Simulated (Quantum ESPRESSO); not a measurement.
# LiH (Fm-3m): zone-centre phonons, part 2 of 4

Aim: the zone-centre modes of LiH (Fm-3m).

Quantum ESPRESSO 7.5; DFT LDA, scalar-relativistic, plane waves, PseudoDojo norm-conserving pseudopotentials.

So far. Step 2 (A first look): A gap of 2.7 eV opens on this mesh, so the crystal is taken as an insulator; the start stands at -4.1 GPa. Step 4 (Self-consistent run for the response): The cell stands at -0.0030 GPa, close enough for phonons.

The database entry behind the starting cell differs from later determinations by our own check (the deuteride, about 0.2 % short), so it need not match the best structure at ambient conditions.

## (5) Zone-centre response

At q = 0 one unit cell holds all displacements; symmetry groups them into irreducible representations that are solved one by one. The response to a field gives ε∞ and the Born charges, which polar modes need.

ph.in

```
phonons
&inputph
   prefix = 'x'
   outdir = './tmp'
   fildyn = 'g.dyn'
   tr2_ph = 1.0d-18
   epsil = .true.
/
0.000000000000 0.000000000000 0.000000000000
```

Launch:

```
$ OMP_NUM_THREADS=1 mpirun -n 4 ph.x -nk 4 -in ph.in > ph.out
```

Output:

```text
[banners, grids, parts of the stress and lines that vanish by symmetry left out]
[banner, memory and clock lines left out]
Program PHONON v.7.5

     ./tmp/x.save/

     IMPORTANT: XC functional enforced from input :
     Exchange-correlation= PW
                           (   1   4   0   0   0   0   0)
     Any further DFT definition will be discarded
     Please, verify this is what you really want

     G-vector sticks info

     Reading collected, re-writing distributed wavefunctions in ./tmp/

     Number and degeneracy of irreps per q-point
       N         xq(1)         xq(2)         xq(3)   N irreps
       1   0.000000000   0.000000000   0.000000000       2
        3   3

     Calculation of q =    0.0000000   0.0000000   0.0000000

     phonons

     bravais-lattice index     =            2
     lattice parameter (alat)  =       7.3875  a.u.
     unit-cell volume          =     100.7928 (a.u.)^3
     number of atoms/cell      =            2
     number of atomic types    =            2
     kinetic-energy cut-off    =      81.0000  Ry
     charge density cut-off    =     324.0000  Ry
     convergence threshold     =      1.0E-18
     beta                      =       0.7000
     number of iterations used =            4
     Exchange-correlation= PW
                           (   1   4   0   0   0   0   0)

     celldm(1)=    7.38748  celldm(2)=    0.00000  celldm(3)=    0.00000
     celldm(4)=    0.00000  celldm(5)=    0.00000  celldm(6)=    0.00000

     crystal axes: (cart. coord. in units of alat)
               a(1) = ( -0.5000  0.0000  0.5000 )
               a(2) = (  0.0000  0.5000  0.5000 )
               a(3) = ( -0.5000  0.5000  0.0000 )

     reciprocal axes: (cart. coord. in units 2 pi/alat)
               b(1) = ( -1.0000 -1.0000  1.0000 )
               b(2) = (  1.0000  1.0000  1.0000 )
               b(3) = ( -1.0000  1.0000 -1.0000 )

     Atoms inside the unit cell:

     Cartesian axes

     site n.  atom      mass           positions (alat units)
        1  Li      6.9400   tau(    1) = (    0.00000    0.00000    0.00000  )
        2  H       1.0080   tau(    2) = (   -0.50000    0.50000    0.50000  )

     Computing dynamical matrix for
                    q = (   0.0000000   0.0000000   0.0000000 )

     49 Sym.Ops. (with q -> -q+G )

     G cutoff =  447.8972  (   9841 G-vectors)     FFT grid: ( 30, 30, 30)
     number of k points=    72
                       cart. coord. in units 2pi/alat
        k(    1) = (   0.0000000   0.0000000   0.0000000), wk =   0.0011574
        k(    2) = (  -0.0833333   0.0833333  -0.0833333), wk =   0.0092593
        k(    3) = (  -0.1666667   0.1666667  -0.1666667), wk =   0.0092593
        [... further k-points left out ...]

     PseudoPot. # 1 for Li read from file:
     ./pseudo/Li.upf
     Pseudo is Norm-conserving, Zval =  3.0
     Using radial grid of 1944 points,  4 beta functions with:
                l(1) =   0
                l(2) =   0
                l(3) =   1
                l(4) =   1

     PseudoPot. # 2 for H  read from file:
     ./pseudo/H.upf
     Pseudo is Norm-conserving, Zval =  1.0
     Using radial grid of 1180 points,  3 beta functions with:
                l(1) =   0
                l(2) =   0
                l(3) =   1

     Mode symmetry, O_h (m-3m)  point group:

     Electric field:
     Dielectric constant
     Born effective charges as d Force / d E

     Atomic displacements:
     There are    2 irreducible representations

     Representation     1      3 modes -  To be done

     Representation     2      3 modes -  To be done

     Alpha used in Ewald sum =   2.8000

     Electric Fields Calculation

      iter #   1   av.it.:   4.5
      thresh= 1.000E-02 alpha_mix =  0.700 |ddv_scf|^2 =  1.300E-08

      iter #   2   av.it.:   7.5
      thresh= 1.140E-05 alpha_mix =  0.700 |ddv_scf|^2 =  6.195E-10

      iter #   3   av.it.:   7.6
      thresh= 2.489E-06 alpha_mix =  0.700 |ddv_scf|^2 =  4.568E-12

      iter #   4   av.it.:   7.5
      thresh= 2.137E-07 alpha_mix =  0.700 |ddv_scf|^2 =  9.246E-15

      iter #   5   av.it.:   8.0
      thresh= 9.616E-09 alpha_mix =  0.700 |ddv_scf|^2 =  1.253E-17

      iter #   6   av.it.:   8.0
      thresh= 3.540E-10 alpha_mix =  0.700 |ddv_scf|^2 =  1.882E-19

     End of electric fields calculation

          Dielectric constant in cartesian axis

          (       5.009663328       0.000000000       0.000000000 )
          (       0.000000000       5.009663328      -0.000000000 )
          (       0.000000000      -0.000000000       5.009663328 )

          Effective charges (d Force / dE) in cartesian axis without acoustic sum rule applied (asr)

           atom    1  Li    Mean Z*:        1.02662
      Ex  (        1.02662        0.00000        0.00000 )
      Ey  (        0.00000        1.02662       -0.00000 )
      Ez  (        0.00000       -0.00000        1.02662 )
           atom    2  H     Mean Z*:       -1.02747
      Ex  (       -1.02747       -0.00000        0.00000 )
      Ey  (       -0.00000       -1.02747       -0.00000 )
      Ez  (        0.00000       -0.00000       -1.02747 )

          Effective charges Sum: Mean:       -0.00085
             -0.00085       -0.00000        0.00000
             -0.00000       -0.00085       -0.00000
              0.00000       -0.00000       -0.00085

          Effective charges (d Force / dE) in cartesian axis with asr applied:
           atom    1  Li    Mean Z*:        1.02704
      E*x (        1.02704        0.00000        0.00000 )
      E*y (        0.00000        1.02704        0.00000 )
      E*z (       -0.00000       -0.00000        1.02704 )
           atom    2  H     Mean Z*:       -1.02704
      E*x (       -1.02704       -0.00000        0.00000 )
      E*y (       -0.00000       -1.02704       -0.00000 )
      E*z (        0.00000        0.00000       -1.02704 )

     Representation #   1 modes #   1   2   3

     Self-consistent Calculation

      iter #   1   av.it.:   4.0
      thresh= 1.000E-02 alpha_mix =  0.700 |ddv_scf|^2 =  7.714E-09

      iter #   2   av.it.:   7.9
      thresh= 8.783E-06 alpha_mix =  0.700 |ddv_scf|^2 =  3.167E-10

      iter #   3   av.it.:   8.0
      thresh= 1.780E-06 alpha_mix =  0.700 |ddv_scf|^2 =  6.408E-13

      iter #   4   av.it.:   8.2
      thresh= 8.005E-08 alpha_mix =  0.700 |ddv_scf|^2 =  3.426E-15

      iter #   5   av.it.:   8.0
      thresh= 5.853E-09 alpha_mix =  0.700 |ddv_scf|^2 =  2.087E-17

      iter #   6   av.it.:   8.1
      thresh= 4.569E-10 alpha_mix =  0.700 |ddv_scf|^2 =  2.180E-19

     End of self-consistent calculation

     Convergence has been achieved

     Representation #   2 modes #   4   5   6

     Self-consistent Calculation

      iter #   1   av.it.:   5.5
      thresh= 1.000E-02 alpha_mix =  0.700 |ddv_scf|^2 =  3.178E-07

      iter #   2   av.it.:   8.2
      thresh= 5.637E-05 alpha_mix =  0.700 |ddv_scf|^2 =  1.214E-08

      iter #   3   av.it.:   8.3
      thresh= 1.102E-05 alpha_mix =  0.700 |ddv_scf|^2 =  1.707E-11

      iter #   4   av.it.:   7.9
      thresh= 4.132E-07 alpha_mix =  0.700 |ddv_scf|^2 =  8.265E-14

      iter #   5   av.it.:   8.1
      thresh= 2.875E-08 alpha_mix =  0.700 |ddv_scf|^2 =  9.271E-16

      iter #   6   av.it.:   8.2
      thresh= 3.045E-09 alpha_mix =  0.700 |ddv_scf|^2 =  2.406E-18

      iter #   7   av.it.:   7.6
      thresh= 1.551E-10 alpha_mix =  0.700 |ddv_scf|^2 =  3.400E-22

     End of self-consistent calculation

     Convergence has been achieved

     Number of q in the star =    1
     List of q in the star:
          1   0.000000000   0.000000000   0.000000000

          Dielectric constant in cartesian axis

          (       5.009663328       0.000000000       0.000000000 )
          (       0.000000000       5.009663328      -0.000000000 )
          (       0.000000000      -0.000000000       5.009663328 )

          Effective charges (d Force / dE) in cartesian axis without acoustic sum rule applied (asr)

           atom    1  Li    Mean Z*:        1.02662
      Ex  (        1.02662        0.00000        0.00000 )
      Ey  (        0.00000        1.02662       -0.00000 )
      Ez  (        0.00000       -0.00000        1.02662 )
           atom    2  H     Mean Z*:       -1.02747
      Ex  (       -1.02747       -0.00000        0.00000 )
      Ey  (       -0.00000       -1.02747       -0.00000 )
      Ez  (        0.00000       -0.00000       -1.02747 )

          Effective charges Sum: Mean:       -0.00085
             -0.00085       -0.00000        0.00000
             -0.00000       -0.00085       -0.00000
              0.00000       -0.00000       -0.00085

          Effective charges (d Force / dE) in cartesian axis with asr applied:
           atom    1  Li    Mean Z*:        1.02704
      E*x (        1.02704        0.00000        0.00000 )
      E*y (        0.00000        1.02704        0.00000 )
      E*z (       -0.00000       -0.00000        1.02704 )
           atom    2  H     Mean Z*:       -1.02704
      E*x (       -1.02704       -0.00000        0.00000 )
      E*y (       -0.00000       -1.02704       -0.00000 )
      E*z (        0.00000        0.00000       -1.02704 )

     Diagonalizing the dynamical matrix

     q = (    0.000000000   0.000000000   0.000000000 )

 **************************************************************************
     freq (    1) =       0.034658 [THz] =       1.156059 [cm-1]
     freq (    2) =       0.034658 [THz] =       1.156059 [cm-1]
     freq (    3) =       0.034658 [THz] =       1.156059 [cm-1]
     freq (    4) =      19.405585 [THz] =     647.300633 [cm-1]
     freq (    5) =      19.405585 [THz] =     647.300633 [cm-1]
     freq (    6) =      19.405585 [THz] =     647.300633 [cm-1]
 **************************************************************************

     Mode symmetry, O_h (m-3m)  point group:

     freq (   1-   3) =          1.2  [cm-1]   --> T_1u G_15  G_4- I
     freq (   4-   6) =        647.3  [cm-1]   --> T_1u G_15  G_4- I
```

Elapsed: 12 s, on 4 MPI ranks of Arm Neoverse V2, shared host.

Read from the output:

| Item | Value |
| --- | --- |
| miss of the charge sum rule | 8.50e-4 e |
| largest acoustic frequency at the zone centre before the sum rule | 1.16 cm⁻¹ |
| highest optical zone-centre mode (no LO-TO term) | 647.3 cm⁻¹ |
| lowest optical zone-centre mode | 647.3 cm⁻¹ |
| mean high-frequency dielectric constant | 5.010 |
| largest Born charge in size (third of the trace) | 1.028 e |

Born charge (rows field, columns displacement), before the sum rule (e), principal values of the symmetric part by kind of site:

```
atom  atoms with these values    low  middle   high   mean
 Li1                        1   1.03    1.03   1.03   1.03
  H2                        1  -1.03   -1.03  -1.03  -1.03
```

In full for Li1:

```
1.03 0.00 0.00
0.00 1.03 0.00
0.00 0.00 1.03
```

High-frequency dielectric tensor:

```
5.01 0.00 0.00
0.00 5.01 0.00
0.00 0.00 5.01
```

The acoustic modes at Γ come out as far as 1.2 cm⁻¹ from zero, where they should vanish, a small numerical error; the Born charges miss their sum rule by 8.5e-4 e, which is good.

## (6) Modes with the sum rule

A rigid shift of the crystal must cost nothing, but grids and finite bases break this; the acoustic sum rule is imposed before the matrix is diagonalised again. With Born charges the intensities follow, and the static dielectric tensor.

dynmat.in

```
&input
   fildyn = 'g.dyn'
   asr = 'simple'
   fileig = 'dynmat.eig'
   lperm = .true.
/
```

Launch:

```
$ dynmat.x -in dynmat.in > dynmat.out
```

Output:

```text
[banner, memory and clock lines left out]
Program DYNMAT v.7.5

     Reading Dynamical Matrix from file g.dyn
     ...Force constants read
     ...epsilon and Z* read
     A direction for q was not specified:TO-LO splitting will be absent

     Polarizability (A^3 units)
     multiply by 0.427981 for Clausius-Mossotti correction
         4.765747    0.000000    0.000000
         0.000000    4.765747   -0.000000
         0.000000   -0.000000    4.765747

     IR activities are in (D/A)^2/amu units

# mode   [cm-1]    [THz]      IR
    1     -0.00   -0.0000    0.0000
    2     -0.00   -0.0000    0.0000
    3     -0.00   -0.0000    0.0000
    4    647.31   19.4058   27.6492
    5    647.31   19.4058   27.6492
    6    647.31   19.4058   27.6492

Electronic dielectric permittivity tensor (relative, adimensional)
         5.009663    0.000000    0.000000
         0.000000    5.009663   -0.000000
         0.000000   -0.000000    5.009663

 ... with zone-center polar mode contributions
        14.432511    0.000000    0.000000
         0.000000   14.432511    0.000000
         0.000000    0.000000   14.432511
```

Run time: 0.45 s. Hardware: 1 thread.

Numbers from this step:

* mean static dielectric constant: 14.43

Unit eigenvectors of the mass-weighted matrix after the sum rule; no LO-TO term. The modes at Γ (shares of kinetic energy by element, %):

```
mode  frequency (cm⁻¹)  symmetry  Li %  H %
   1               0.0  acoustic    87   13
   2               0.0  acoustic    87   13
   3               0.0  acoustic    87   13
   4             647.3       T1u    13   87
   5             647.3       T1u    13   87
   6             647.3       T1u    13   87
```

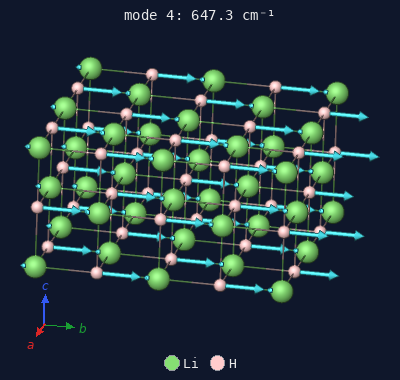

Displacement patterns of mode 4 at Γ; arrows are exaggerated. 2×2×1 conventional cells are drawn. Some periodic images of atoms are drawn too.

Degenerate modes summed, no LO-TO term. Lines of the infrared spectrum (strongest = 100):

```
position (cm⁻¹)  lines merged  label  IR intensity, relative
            647             3    T1u                     100
```

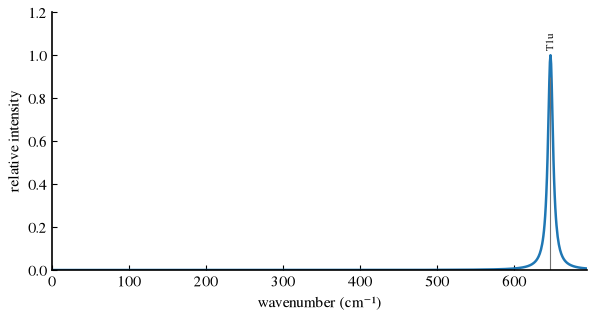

The infrared spectrum, broadened with Lorentzians of width 8 cm⁻¹; bars mark the lines.

Static dielectric tensor (ions relaxed, fixed cell):

```
14.43  0.00  0.00
 0.00 14.43  0.00
 0.00  0.00 14.43
```

The rule moves no optical mode by more than 0.1 cm⁻¹.

## (7) Modes along a direction of q (1 0 0)

A longitudinal polar mode sets up a macroscopic field that stiffens it; the term hangs on the direction from which q goes to zero.

dynmat.in

```
&input
   fildyn = 'g.dyn'
   asr = 'simple'
   fileig = 'dynmat.eig'
   q(1) = 1.0
   q(2) = 0.0
   q(3) = 0.0
/
```

Launch:

```
$ dynmat.x -in dynmat.in > dynmat.out
```

Output:

```text
[banner, memory and clock lines left out]
Program DYNMAT v.7.5

     Reading Dynamical Matrix from file g.dyn
     ...Force constants read
     ...epsilon and Z* read

     Polarizability (A^3 units)
     multiply by 0.427981 for Clausius-Mossotti correction
         4.765747    0.000000    0.000000
         0.000000    4.765747   -0.000000
         0.000000   -0.000000    4.765747

     IR activities are in (D/A)^2/amu units

# mode   [cm-1]    [THz]      IR
    1     -0.00   -0.0000    0.0000
    2     -0.00   -0.0000    0.0000
    3      0.00    0.0000    0.0000
    4    647.31   19.4058   27.6492
    5    647.31   19.4058   27.6492
    6   1098.69   32.9380   27.6492
```

Elapsed: 0.45 s, on 1 thread.

Numbers from this step:

- highest mode moved by the LO-TO term: 1099 cm⁻¹

Zone-centre frequencies as printed; negative means imaginary. Modes:

```
mode  frequency (cm⁻¹)
   1                 0
   2                 0
   3                 0
   4             647.3
   5             647.3
   6              1099
```

The field moves one mode, from 647 to 1099 cm⁻¹; the others stay.

## (8) Ground state, volume × 0.94

Bonds stiffen under compression, so frequencies follow the volume; the atoms are not relaxed anew.

scf.in

```
&control
   calculation = 'scf'
   prefix = 'x'
   outdir = './tmp'
   pseudo_dir = './pseudo'
   tprnfor = .true.
   tstress = .true.
/
&system
   ibrav = 2
   celldm(1) = 7.23667607
   nat = 2
   ntyp = 2
   ecutwfc = 81.0
   occupations = 'fixed'
   nbnd = 4
/
&electrons
   conv_thr = 1.0d-12
   mixing_beta = 0.7
   electron_maxstep = 100
/
ATOMIC_SPECIES
 Li      6.9400  Li.upf
 H       1.0080  H.upf
ATOMIC_POSITIONS crystal
 Li     0.000000000   0.000000000   0.000000000
 H      0.500000000   0.500000000   0.500000000
K_POINTS automatic
 12 12 12 0 0 0
```

Launch:

```
$ OMP_NUM_THREADS=1 mpirun -n 4 pw.x -nk 4 -in scf.in > scf.out
```

Output:

```text
[banners, grids, parts of the stress and lines that vanish by symmetry left out]
[banner, memory and clock lines left out]
Program PWSCF v.7.5

[...]
kinetic-energy cutoff     =      81.0000  Ry
     charge density cutoff     =     324.0000  Ry
     scf convergence threshold =      1.0E-12
[...]
Exchange-correlation= SLA  PW   NOGX NOGC
                           (   1   4   0   0   0   0   0)
[...]
48 Sym. Ops., with inversion, found
[...]
number of k points=    72
[...]
End of self-consistent calculation
[...]
highest occupied, lowest unoccupied level (ev):     1.4050    3.8802
!    total energy              =     -15.44953910 Ry
[...]
convergence has been achieved in   8 iterations
[...]
atom    1 type  1   force =    -0.00000000   -0.00000000    0.00000000
     atom    2 type  2   force =     0.00000000    0.00000000   -0.00000000
     Total force =     0.000000     Total SCF correction =     0.000000
[...]
total   stress  (Ry/bohr**3)                   (kbar)     P=       27.85
[...]
XML data file, charge density, pseudopotentials, collected wavefunctions
```

The job ended after 1.7 s (4 MPI ranks).

This step gave:

| Quantity | Value |
| --- | --- |
| volume per atom | 7.020 Å³ |
| pressure | 2.785 GPa |
| gap on the k-mesh | 2.475 eV |

(Part 2 of 4 ends here.)

[Host names and launcher messages were left out of these logs when they were recorded.]

[Logs are printed without paths, hosts, clocks, repeated set-up lines and the standing remarks that a program may print on its own settings, such as how far it seeks lower states.]

[Hosts, paths, dates, database ids (printed as entryN), source tags and the programs' standing remarks are cut or masked in the printed files.]
